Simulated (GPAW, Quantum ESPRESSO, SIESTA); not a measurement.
# Deformation of the band gap of 4H SiC under biaxial strain, QE, PBE

Calculated with Quantum ESPRESSO 7.5: PBE; plane waves, GBRV 1.5 ultrasoft, 50/300 Ry; k-mesh 9×9×2. The first two cell vectors are strained alike from typed lattice constants; the third vector's length and the atoms are relaxed. The gap is that between the highest filled and lowest empty Kohn-Sham level on the mesh.

| in-plane strain (%) | gap on the mesh (eV) |
| --- | --- |
| -4 | 1.974 |
| -3 | 2.09 |
| -2 | 2.191 |
| -1 | 2.272 |
| 0 | 2.338 |
| +1 | ? |
| +2 | 2.204 |
| +3 | 2.078 |
| +4 | 1.959 |

**Question.** Fit a second-order form in the logarithmic strain to the rows given and interpolate to the withheld row.

Worked fit:

With u = ln[(1 + ε)/(1 + ε0)], counted from the row at ε0 = +0 % where y0 = 2.338, a second-order form y = y0 + a u + b u² makes v = (y − y0)/u a line in u.

```
         u         v
-0.0408220   8.91676
-0.0304592   8.14204
-0.0202027   7.27625
-0.0100503   6.56694
 0.0198026  -6.76678
 0.0295588  -8.79603
 0.0392207  -9.66326
```

With n = 7: mean u = -0.00185030, mean v = 0.810847, Σ(u − ū)² = 0.0058835, Σ(u − ū)(v − v̄) = -1.5875. Slope b = -1.5875 / 0.0058835 = -269.82; intercept a = v̄ − b ū = 0.31160.

At the withheld row u = 0.009950, v = a + b u = -2.373, and y = y0 + u v.

Prediction at +1: 2.314 eV. The run gave 2.327 eV, so the fit is low by 0.013 eV (0.54 % of the value).

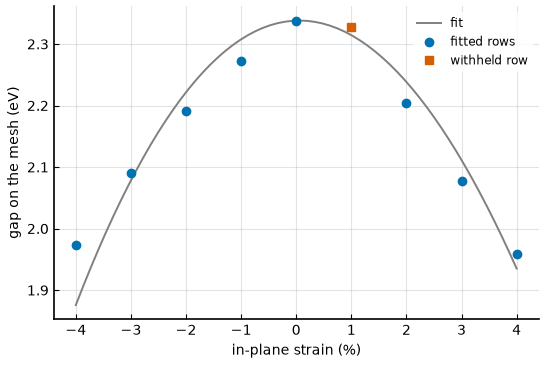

The fit, the rows that it rests on and the withheld row.

The first-order term, +0.31 eV per unit of ln(1 + ε), is the slope of the fitted parabola at ε0; it is a deformation potential only where one valley holds the gap over the whole range, and a kink or a flat stretch in the table makes it differ from the local slope. The second-order term makes up 113 % of v at the withheld row. Among the rows given, the largest miss of the fit is at -4, by 0.098 eV (26 % of the range of the table).

Limits: The nuclei are static. The DFT runs use Fermi–Dirac occupations of width 0.01 eV, and energies are free energies. The mesh holds the band edges only if they lie on it, and semilocal functionals put gaps under measured ones. The rows don't follow a smooth parabola (r.m.s. departure 6.8 % of their range), so v is no line in u and the first-order term is poorly fixed; a kink, the k-mesh or scatter of the relaxations can each do this.

[Logs are printed without paths, hosts, clocks, repeated set-up lines and the standing remarks that a program may print on its own settings, such as how far it seeks lower states.]

[Hosts, paths, dates, database ids (printed as entryN), source tags and the programs' standing remarks are cut or masked in the printed files.]
